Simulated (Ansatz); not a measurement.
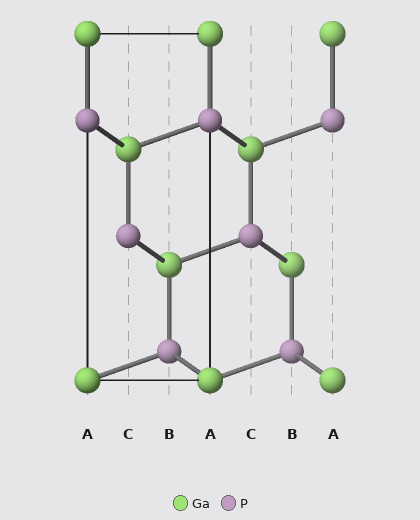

Projection along an edge of the hexagonal mesh, stacking direction [111] upwards. The dashed lines mark the three columns A (0, 0), B (1/3, 2/3) and C (2/3, 1/3). The box is the hexagonal cell of the face-centred cubic lattice. The sequence starts with the first layer at or above the cell's origin.

System GaP; source of the atomic positions: the end point of a relaxation with DFT, PBEsol, plane waves, PAW (Ansatz 0.2.0); the starting structure was generated, so it need not be a known form of this composition.

List the layers of one repeat.

Ga(A) – P(B) – Ga(B) – P(C) – Ga(C) – P(A) (six layers in 9.42 Å).

How are the P layers alone stacked?

P layers alone: BCA, the cubic close-packed type.

Which positions between or in the P layers do the other atoms fill?

Ga: three tetrahedral sites (per hexagonal cell).

What short polytype symbol fits?

Polytype symbol 3C, the symbol of a tetrahedral polytype (number of double layers in the repeat and lattice).
